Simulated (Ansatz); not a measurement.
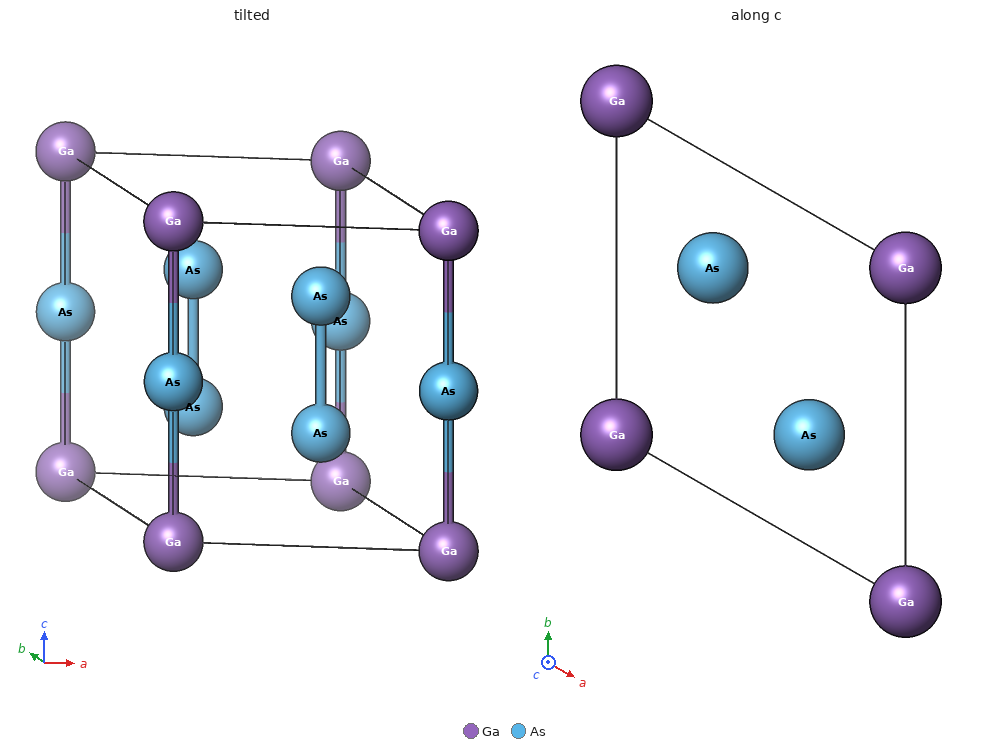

The crystal in a ball-and-stick representation, seen slightly off an axis and along the c axis. The conventional unit cell is drawn as a box. Cell: a = 4.92 Å, b = 4.92 Å, c = 5.92 Å, α = 90.00°, β = 90.00°, γ = 120.00°.

The structure was taken from a random cell made by a generator, so it need not be a real form of the compound. Earlier steps of the study may have refined or changed the cell and positions. A calculation with Ansatz used it as input.

**Caption:**

Its composition is GaAs5. Space group P6/mmm (No. 191), lattice primitive hexagonal. It has 6 atoms to the cell (1 Ga, 5 As). The Ga atoms are each bonded to two As in a linear arrangement at about 3.0 Å. As takes two kinds of site: 4h with one As at about 2.5 Å; 1b with two Ga in a linear arrangement at about 3.0 Å.

All computed values are from DFT PBE, scalar-relativistic, plane waves, PAW in Ansatz. Settings: E_cut = 420 eV, 12×12×6 k-mesh, Gaussian smearing of 0.1 eV, no spin polarisation.

**Classify it as metallic or gapped, with the value.**

A metal: bands cross the Fermi level.

**List the Bader charges.**

Ga +0.41 e; As -0.13 to -0.07 e.

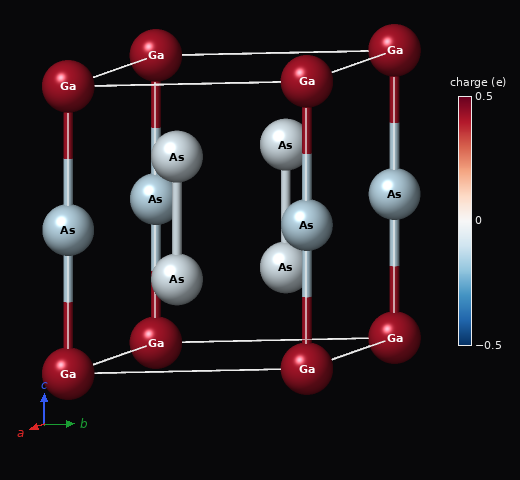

The atoms coloured by those charges. The run's cell of 6 atoms is drawn.

**Is this an equilibrium geometry for the method given?**

Yes. All forces vanish to within 0.01 eV/Å. The pressure is 0.0 GPa, close to zero.
